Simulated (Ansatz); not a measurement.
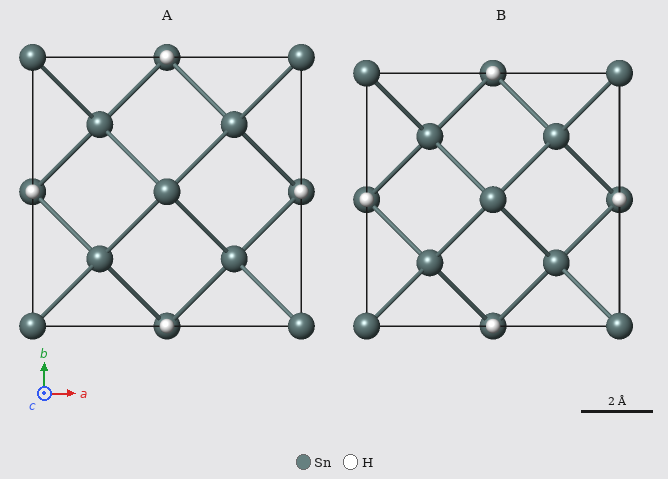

Two geometries of a crystal of Sn3H (a generated structure, set up in Fm-3m) (coarse preliminary run), drawn at one scale. One is the start of a relaxation, the other its converged end. Style: ball-and-stick. Shown: the conventional cell (4 times the calculation's cell), along the c axis. Lengths and directions refer to the drawn axes.

Theory: DFT PBE, scalar-relativistic, plane waves, PAW (Ansatz). Settings: plane-wave cutoff 420 eV; k-point mesh 4 × 4 × 4; occupations gaussian; smearing width 0.1 eV; no spin polarisation; cell and atoms relaxed; force threshold 0.04 eV/Å; at most 70 steps.

> Which geometry has the lower energy?

Structure B is the relaxed one. The atoms keep their places relative to the cell (all moves are under 0.005 Å). The volume changes by −16.7 %, with a = b = c 7.646 → 7.196 Å (−5.9 %). Among the contacts that change: Sn–Sn 3.311 → 3.116 Å. The space group stays Fm-3m (No. 225). After 3 accepted moves (4 points after the start) the energy has fallen by 96.9 meV per atom. All forces vanish by symmetry, so only the cell relaxes. The pressure goes from −5.42 to −0.07 GPa. The SCF was repeated once at an unchanged geometry on a basis and grid sized afresh for the cell, which shifted the energy by 0.9 meV per atom at most. The run took 6.6 s on 1 thread of Arm Neoverse V2, on a shared host, peak memory 0.35 GiB.
